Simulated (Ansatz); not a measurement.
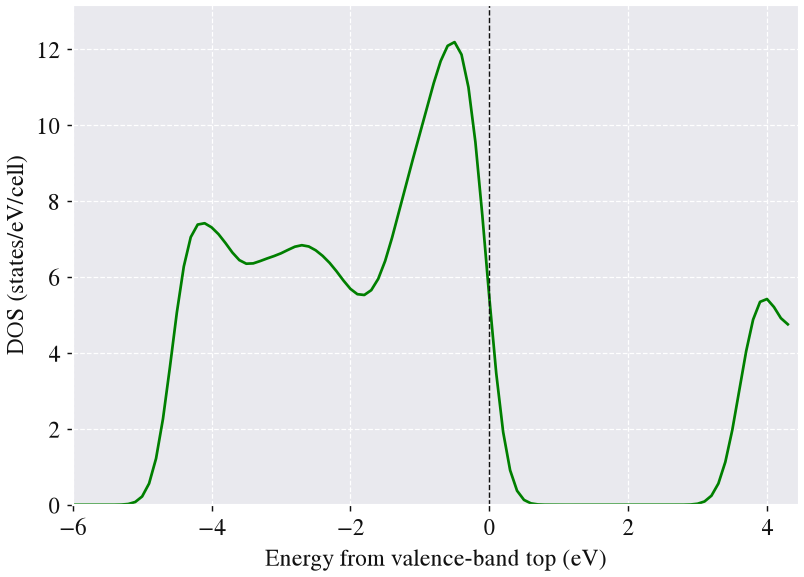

Density of states. Energies are counted from the top of the valence band. The DOS curve is built from the levels of the k mesh with Gaussians 0.55 eV wide, which also blur the band edges; ripples of that width can come from the mesh.

Structure: LiNbO$_{3}$, space group R3c (No. 161), 10 atoms in the primitive cell, relaxed with r2SCAN; a = 5.137 Å, c = 13.885 Å (hexagonal axes).

Ansatz 0.2.0; PBE, Ansatz PAW set, no spin polarisation, no spin-orbit coupling, 6×6×6 k mesh, 420 eV cutoff.

Is there a gap at the Fermi level, and how wide?

There is a gap; over the k points computed it is 3.59 eV (indirect; the smallest direct gap on the k mesh is 3.66 eV).

Where is the tallest peak of the filled states in the window?

Within the window shown, the tallest peak of the filled states lies 0.5 eV under the valence-band top, at about 12 states per eV and cell.

LDA, GGA and most meta-GGA functionals understate gaps. The cell is at 4 GPa in this functional. The cell was built by a generator and needn't be a form met in nature.
